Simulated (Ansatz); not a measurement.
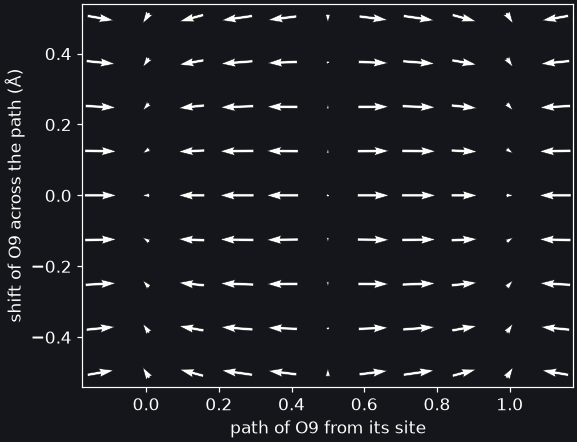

SiO₂ (P4_2/mnm phase) with one O vacancy (11 atoms in the cell). An atom moved over a plane that holds its own site and a neighbouring vacancy (x along [0 −1 1], y along [0 1 1], z along [−1 0 0] of the conventional cell). Coordinates scanned: (1) path of O9 from its site (0) to the vacancy (1), 2.285 Å; (2) shift of O9 across the path, along the Cartesian direction [−1 1 0]. Nothing is relaxed (all other atoms held at the sites of the perfect crystal). Grid: 11 × 9 points; 30 points were computed and 69 follow by symmetry. Points are written as (first, second). The band gap closes in part of the range. Computed with DFT LDA, scalar-relativistic, plane waves, PAW (Ansatz 0.2.0). Settings: cutoff 420 eV, k-mesh 6×6×6, gaussian smearing 0.05 eV, no spin polarisation.

In the figure: arrows along the force (downhill), their lengths compressed.

Q: The arrows alone are given. Where are the wells?

A: The arrows converge at (0.000, 0.000 Å) [nearest 3 Si at 1.77 Å]; (1.000, 0.000 Å) [nearest 3 Si at 1.77 Å] (read from the interpolated surface).

The energy map of the same scan:

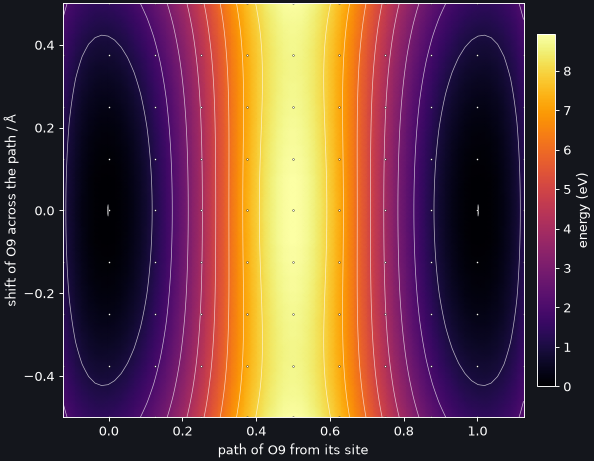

Energies are in eV, from the lowest grid point; between grid points the surface is interpolated.

PAW datasets: the set soft_1.
